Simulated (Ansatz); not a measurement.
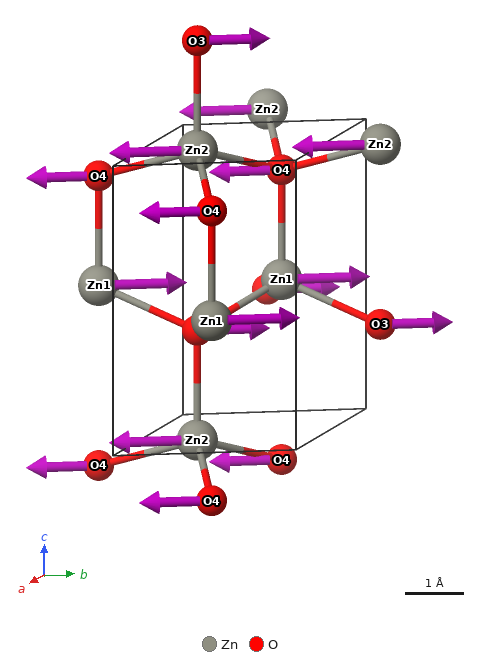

Normal modes of solid ZnO, at the zone centre. The optical levels lie at 90 (×2), 261, 390, 409 (×2), 441 (×2), 553 cm⁻¹. One mode is drawn. Displacements are drawn as purple arrows; their common scale and sign are arbitrary. A ball-and-stick model of the cell of the calculation, seen slightly off an axis.

The calculation used DFT LDA, scalar-relativistic, plane waves, PAW in Ansatz. Settings: plane-wave cutoff 420 eV; k-point mesh 12 × 12 × 6; occupations fixed; no spin polarisation.

Frequencies are those without the non-analytic (LO–TO) term.

To which level does it belong?

The level at 90 cm⁻¹. This is the E₂ mode (doubly degenerate; one member of the set is drawn), the lowest optical level, Raman-active by symmetry. All motion is along b; atoms of one kind move against one another, with no net shift of any sublattice; it mainly bends the O–Zn bonds; the kinetic energy is shared as Zn 85 %, O 15 %.
